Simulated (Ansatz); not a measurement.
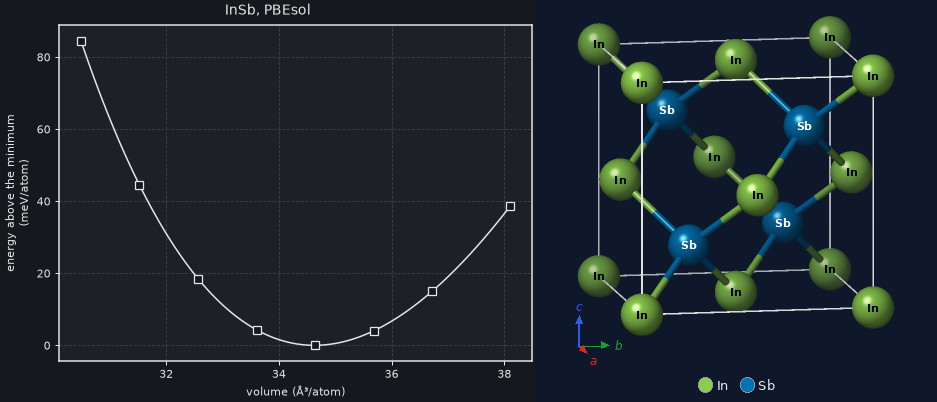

Plotted: energy above the minimum against volume for InSb, space group F-43m (No. 216). The conventional cell is drawn beside the plot.

Structure:
```yaml
crystal:
  lattice:
    - [0.00000, 3.25993, 3.25993]
    - [3.25993, 0.00000, 3.25993]
    - [3.25993, 3.25993, 0.00000]
  atoms:
    - { symbol: In, position: [0.00000, 0.00000, 0.00000] }
    - { symbol: Sb, position: [0.25000, 0.25000, 0.25000] }
```

How it was computed, with Ansatz 0.2.0: third-order Birch-Murnaghan fit to density functional energies at scaled volumes of the given relaxed cell, shape and atoms relaxed at each volume; energies count from the fitted minimum; plane waves with PAW datasets, Γ-centred k mesh. Level: PBEsol, no spin polarisation.

- wave cutoff: 420 eV
- k mesh: 12×12×12
- occupations: Gaussian
- smearing width: 0.1 eV

From this curve and the settings, what does the calculation give for the pressure and gap on the k mesh at the same points?

The pressure falls from 7.40 GPa at volume 30.486 Å³/atom to −3.25 GPa at 38.108 Å³/atom, and changes sign near 34.6 Å³/atom. The gap on the k mesh is closed at 6 of the 8 points and is largest, 0.365 eV, at 30.486 Å³/atom.

```csv
volume (Å³/atom),pressure (GPa),gap on the k mesh (eV)
30.486,7.40,0.365
31.526,5.03,0.166
32.565,3.05,0.000
33.604,1.38,0.000
34.644,-0.02,0.000
35.683,-1.19,0.000
36.722,-2.18,0.000
38.108,-3.25,0.000
```

Note: a crossing between the sampled k points may be missed; bands touch, and spin-orbit coupling could open a gap.
